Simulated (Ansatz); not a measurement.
# Hf in Pt(111), 2x2: scattering by a point defect, part 3 of 3

How strong a scatterer is Hf in Pt(111), 2x2, and does relaxation matter?

Ansatz 0.2.0; Ansatz plane-wave DFT, PBE, PAW files; ballistic transport by layer matching (Landauer), zero bias; PAW set soft_1 (the session's first sound run).

So far, resistivity per at.% scaled from this dense plane, with the factor 3/4 for isotropic scattering (µΩ cm): step 3 (resistance at ideal sites) 3.64.

## 5. Transmission after relaxation, relaxed yes

The transmission is solved again on the relaxed atoms.

This step: Ansatz plane-wave DFT, PBE, PAW files; ballistic transport by layer matching (Landauer), zero bias; PAW set soft_1 (Ansatz 0.2.0).

Input file input.yaml:

```yaml
crystal:
  lattice:
    - [5.5462627489, 0.0, 0.0]
    - [-2.7731313745, 4.8032044366, 0.0]
    - [-1.3865656872, 0.8005340728, 24.9067751428]
  atoms:
    - { symbol: Pt, position: [0.0075757576, 0.9924242424, 0.0454545455] }
    - { symbol: Pt, position: [0.0075757576, 0.4924242424, 0.0454545455] }
    - { symbol: Pt, position: [0.5075757576, 0.9924242424, 0.0454545455] }
    - { symbol: Pt, position: [0.5075757576, 0.4924242424, 0.0454545455] }
    - { symbol: Pt, position: [0.1893939394, 0.3106060606, 0.1363636364] }
    - { symbol: Pt, position: [0.1893939394, 0.8106060606, 0.1363636364] }
    - { symbol: Pt, position: [0.6893939394, 0.3106060606, 0.1363636364] }
    - { symbol: Pt, position: [0.6893939394, 0.8106060606, 0.1363636364] }
    - { symbol: Pt, position: [0.3712121212, 0.1287878788, 0.2272727273] }
    - { symbol: Pt, position: [0.3712121212, 0.6287878788, 0.2272727273] }
    - { symbol: Pt, position: [0.8712121212, 0.1287878788, 0.2272727273] }
    - { symbol: Pt, position: [0.8712121212, 0.6287878788, 0.2272727273] }
    - { symbol: Pt, position: [0.0532992147, 0.9468831492, 0.3182682732] }
    - { symbol: Pt, position: [0.0528895243, 0.4471104757, 0.3163059526] }
    - { symbol: Pt, position: [0.552993649, 0.947006351, 0.3182738338] }
    - { symbol: Pt, position: [0.5531168508, 0.4467007853, 0.3182682732] }
    - { symbol: Pt, position: [0.2351073964, 0.2648926036, 0.4092510764] }
    - { symbol: Pt, position: [0.2350433226, 0.7652351816, 0.4092469973] }
    - { symbol: Pt, position: [0.7347648184, 0.2649566774, 0.4092469973] }
    - { symbol: Pt, position: [0.7348435772, 0.7651564228, 0.4087677535] }
    - { symbol: Hf, position: [0.4166666667, 0.0833333333, 0.5] }
    - { symbol: Pt, position: [0.4166666667, 0.5833333333, 0.5] }
    - { symbol: Pt, position: [0.9166666667, 0.0833333333, 0.5] }
    - { symbol: Pt, position: [0.9166666667, 0.5833333333, 0.5] }
    - { symbol: Pt, position: [0.098568515, 0.9017099893, 0.5907530027] }
    - { symbol: Pt, position: [0.0984897561, 0.4015102439, 0.5912322465] }
    - { symbol: Pt, position: [0.598225937, 0.901774063, 0.5907489236] }
    - { symbol: Pt, position: [0.5982900107, 0.401431485, 0.5907530027] }
    - { symbol: Pt, position: [0.2803396843, 0.2196603157, 0.6817261662] }
    - { symbol: Pt, position: [0.2802164825, 0.7199658814, 0.6817317268] }
    - { symbol: Pt, position: [0.7800341186, 0.2197835175, 0.6817317268] }
    - { symbol: Pt, position: [0.7804438091, 0.7195561909, 0.6836940474] }
    - { symbol: Pt, position: [0.4621212121, 0.0378787879, 0.7727272727] }
    - { symbol: Pt, position: [0.4621212121, 0.5378787879, 0.7727272727] }
    - { symbol: Pt, position: [0.9621212121, 0.0378787879, 0.7727272727] }
    - { symbol: Pt, position: [0.9621212121, 0.5378787879, 0.7727272727] }
    - { symbol: Pt, position: [0.1439393939, 0.8560606061, 0.8636363636] }
    - { symbol: Pt, position: [0.1439393939, 0.3560606061, 0.8636363636] }
    - { symbol: Pt, position: [0.6439393939, 0.8560606061, 0.8636363636] }
    - { symbol: Pt, position: [0.6439393939, 0.3560606061, 0.8636363636] }
    - { symbol: Pt, position: [0.3257575758, 0.1742424242, 0.9545454545] }
    - { symbol: Pt, position: [0.3257575758, 0.6742424242, 0.9545454545] }
    - { symbol: Pt, position: [0.8257575758, 0.1742424242, 0.9545454545] }
    - { symbol: Pt, position: [0.8257575758, 0.6742424242, 0.9545454545] }
kpoints:
  mp_grid: { grid: [5, 5, 1] }
hamiltonian:
  xc: pbe
  pseudopotentials: { kind: paw, azcp: { folder: soft_1 } }
scf:
  occupations: { method: fermi_dirac, width: 0.1 }
output:
  transmission:
    leads: [[0, 4]]
    kmesh: [10, 10]
    e_range: [-0.05, 0.05]
    de: 0.05
  write_potential: true
  write_density: true
  volumetric_format: npy
```

Launch:

```bash
$ ansatz run input.yaml --threads 4 --pin off --max-ram 15360MiB --backend cpu --events-out ev --progress --plain --runs-dir out
```

Numbers of over 12 decimals in the logs are rounded to 6 here.

What it wrote:

```text
[...]
Crystal: 44 atoms, lattice volume = 663.512 Å³
Basis set: ecut = 420 eV, 13001 PW (Γ)
Bands: 480, of which v1, the nominal top of the filled ones, is band 400 counted from 1 (399 counted from 0)
Symmetry: 4 space group operations
[...]
k-points: 9 of 25
[...]
SCF iter   1: F=—  HF=-554339.244001 eV  |F-HF|=—  |Δ(HF+E_count)|=         —  Δρ=1.52e-1  dr2=9.95e2  ethr=3.10e-3  ⟨swp⟩=4.7  Hψ=13167  notcnv=0  defer=167
[...]
SCF iter  13: F=-554288.557769 eV  HF=-554288.557769 eV  |F-HF|=4.11e-8  |Δ(HF+E_count)|=   1.98e-8  Δρ=1.38e-6  dr2=3.91e-8  ethr=1.25e-11  ⟨swp⟩=9.7  Hψ=14638  notcnv=0
SCF 1 converged in 13 iterations: F = -554288.557769 eV  dr2 = 3.91e-8
[...]
transmission: 139 of 1364 steps passed
transmission: 274 of 1364 steps passed
[...]
transmission: 1364 of 1364 steps passed
SCF converged after 13 iterations
Free energy (F): -554288.557769 eV
[...]
Internal energy: -554286.260234 eV  (E = F + TS)
E sigma→0 (E₀):  -554287.409002 eV
Entropy (-TS):   -2.297536 eV (-52.217 meV/atom)
Fermi energy:    23.544469 eV
[...]
--- Band table (eV; the first three rows and the last of 9) ---
  k-point 0: bands = [... 396 lower, 23.7091, 23.7232, 23.7560, 23.7617, 23.7810, 23.8058, 23.8145, 23.8345, ... 76 higher]
  k-point 1: bands = [... 396 lower, 23.5084, 23.5363, 23.5607, 23.5664, 23.5824, 23.6238, 23.6493, 23.6634, ... 76 higher]
  k-point 2: bands = [... 396 lower, 23.4903, 23.5084, 23.5321, 23.5702, 23.5952, 23.6084, 23.6505, 23.6814, ... 76 higher]
  k-point 8: bands = [... 396 lower, 23.4888, 23.5160, 23.5520, 23.5860, 23.6281, 23.6382, 23.6770, 23.6959, ... 76 higher]
--- Transmission ---
  basis      : 241 plane waves across, 44 finite elements along
  points     : 31, standing for a mesh of 10 x 10
[...]
channels       : 6.890000e0 a spin
[...]
junction   : crystal 0 to crystal 0, 0.70 to 23.34 Å
    transmission   : 4.357094e0 a spin
[...]
```

It took 5.8 min on 4 threads of Arm Neoverse V1, shared host; peak memory 5.9 GiB.

This step gave:

```yaml
free_energy: -554288.5578 eV
energy_at_zero_smearing: -554287.4090 eV
transmission_per_spin_nearest_the_fermi_level: 4.357
open_channels_per_spin_nearest_the_fermi_level: 6.89
step_of_the_lead_s_potential: 8.5 meV
```

Per spin. The transmission, zone mean by energy, zero at the Fermi level:

| energy (eV) | transmission, zone mean |
| --- | --- |
| -0.0500 | 4.61 |
| 0.0000 | 4.36 |
| 0.0500 | 4.08 |

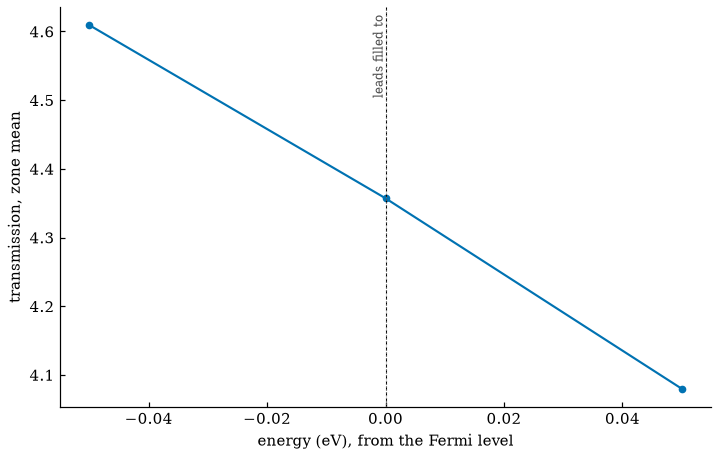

Transmission, zone mean, plotted against energy.

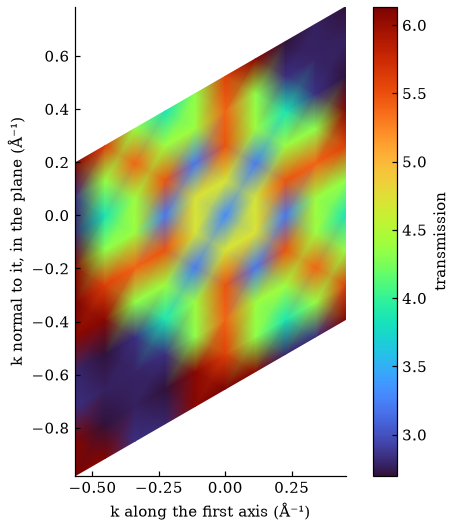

Transmission over k1 and k2. At 0.0000 eV from the Fermi level.

Over the solved energies the transmission per spin lies between 4.08 and 4.61, out of 6.73 channels of the lead on average (up to 7.08).

## 6. Resistance after relaxation

This step: Ansatz plane-wave DFT, PBE, PAW files; ballistic transport by layer matching (Landauer), zero bias; area resistance of the defect plane and resistivity an atomic per cent; PAW set soft_1 (Ansatz 0.2.0).

Numbers from this step:

| Quantity | Value |
| --- | --- |
| area resistance | 0.2795 fΩ m² |
| T over the leads' mean channel count | 0.6465 |
| resistivity per at.% scaled from this dense plane, with the factor 3/4 for isotropic scattering | 3.703 µΩ cm |

Averaged over the energies near the Fermi level, 64.6 % of the channels pass, which makes 0.280 fΩ m², against 0.275 on ideal sites.

## 7. Results

```
share of channels that pass, rigid                                : 0.642
area resistance, rigid                                            : 0.275 fΩ m²
resistivity per at.% from the area resistance, times 3/4, rigid   : 3.64 µΩ cm
share of channels that pass, relaxed                              : 0.646
area resistance, relaxed                                          : 0.280 fΩ m²
resistivity per at.% from the area resistance, times 3/4, relaxed : 3.70 µΩ cm
```

In words: The plane of defects adds 0.28 fΩ m². Scaled to one atomic per cent that is 4.9 µΩ cm as it stands and 3.7 with the factor 3/4 for isotropic scattering on a spherical Fermi surface; with the reflection in place of the resistance taken as linear in the density it would be 2.4. These are rough estimates of the dilute value, not bounds. One Hf in each 2x2 cell reflects 35 % of the lead's channels. The relaxed cell differs by 1.7 % in resistance; between the two runs the lead's own channel count goes from 6.96 to 6.73, so sampling may have a part in it. The defects form a dense periodic sheet that scatters coherently, unlike a dilute random alloy. T and N are means over the solved energies nearest the Fermi level. Spin-orbit coupling is left out, which matters for Hf and Pt.

[Logs are printed without paths, hosts, clocks, repeated set-up lines and the standing remarks that a program may print on its own settings, such as how far it seeks lower states.]

[Hosts, paths, dates, database ids (printed as entryN), source tags and the programs' standing remarks are cut or masked in the printed files.]
